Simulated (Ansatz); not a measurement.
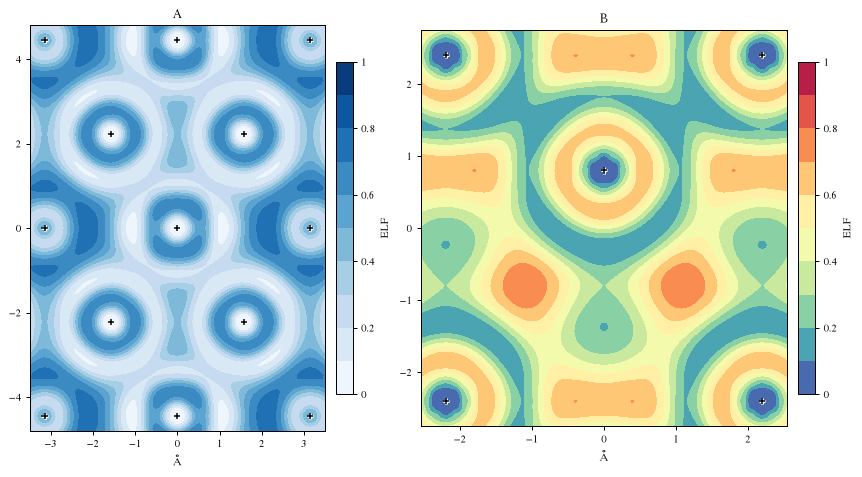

The electron localisation function of 2 systems, each on a plane through atoms (crosses mark nuclei in the plane).

Level of theory: Ansatz, Kohn-Sham DFT of a periodic cell, PBEsol, Ansatz PAW.

System 1: Ti3Si, the (101) plane of the conventional cell. Space group Fm-3m; a structure from a database of computed crystals, not necessarily the ambient phase; computed pressure about −5 GPa in this cell.

```cif
data_structure
_symmetry_space_group_name_H-M 'P 1'
_symmetry_Int_Tables_number 1
_cell_length_a 6.2887
_cell_length_b 6.2887
_cell_length_c 6.2887
_cell_angle_alpha 90.000
_cell_angle_beta 90.000
_cell_angle_gamma 90.000
_cell_volume 248.71
loop_
_atom_site_label
_atom_site_type_symbol
_atom_site_fract_x
_atom_site_fract_y
_atom_site_fract_z
_atom_site_occupancy
Ti1 Ti 0.00000 0.00000 0.00000 1
Ti2 Ti 0.50000 0.50000 0.00000 1
Ti3 Ti 0.50000 0.00000 0.50000 1
Ti4 Ti 0.00000 0.50000 0.50000 1
Ti5 Ti 0.25000 0.25000 0.25000 1
Ti6 Ti 0.75000 0.75000 0.25000 1
Ti7 Ti 0.75000 0.25000 0.75000 1
Ti8 Ti 0.25000 0.75000 0.75000 1
Ti9 Ti 0.75000 0.25000 0.25000 1
Ti10 Ti 0.25000 0.75000 0.25000 1
Ti11 Ti 0.25000 0.25000 0.75000 1
Ti12 Ti 0.75000 0.75000 0.75000 1
Si1 Si 0.50000 0.00000 0.00000 1
Si2 Si 0.00000 0.50000 0.00000 1
Si3 Si 0.00000 0.00000 0.50000 1
Si4 Si 0.50000 0.50000 0.50000 1
```

System 2: Ti, the (110) plane of the conventional cell. Space group P6₃/mmc; computed pressure about 20 GPa in this cell.

Q: Match each panel to its system.

A: Panel A is system 1, Ti3Si: the plane holds Ti and Si. Ti–Ti (2.72 Å): the ELF is about 0.20 at the midpoint: no shared electron pair shows on this line. Panel B is system 2, Ti: the plane holds Ti. Ti–Ti (2.72 Å): the ELF is about 0.20 at the midpoint; no localised pair shows between them.
